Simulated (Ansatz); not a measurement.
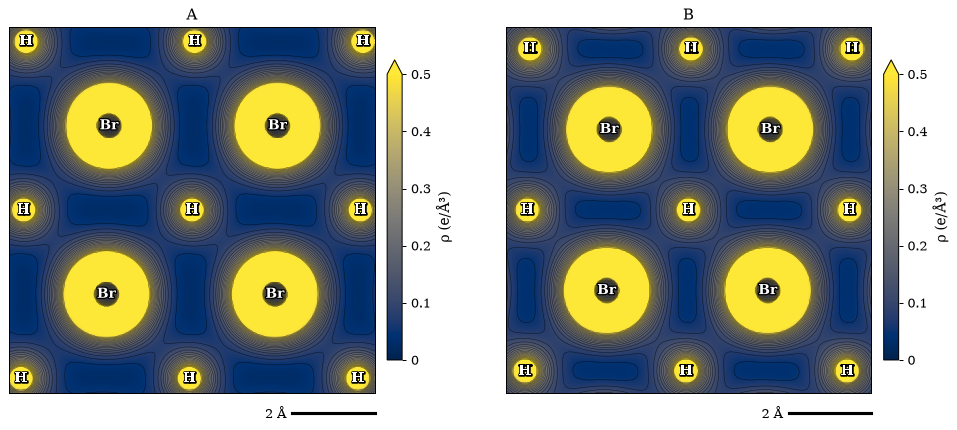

HBr. The valence pseudo-density of two cells that differ in size and shape, on the (110) plane of each (indices in the axes of the calculation cell), at one length scale and on one colour scale; one has 23.0 and the other 25.6 Å³ an atom.

Space group Fmmm.

Method: Ansatz 0.2.0, DFT r2SCAN, scalar-relativistic, plane waves, PAW.

Core electrons are frozen (PAW), and the valence fields are smoothed inside the atomic spheres.

Which panel shows the smaller cell, and what does the compression change?

Answer. Panel B is the smaller cell, by 10 % in volume. From the larger cell to the smaller, Br–H goes from 2.86 to 2.74 Å, and the density at its midpoint from 0.15 to 0.18 e/Å³; the pressure goes from −8 to −8 GPa.
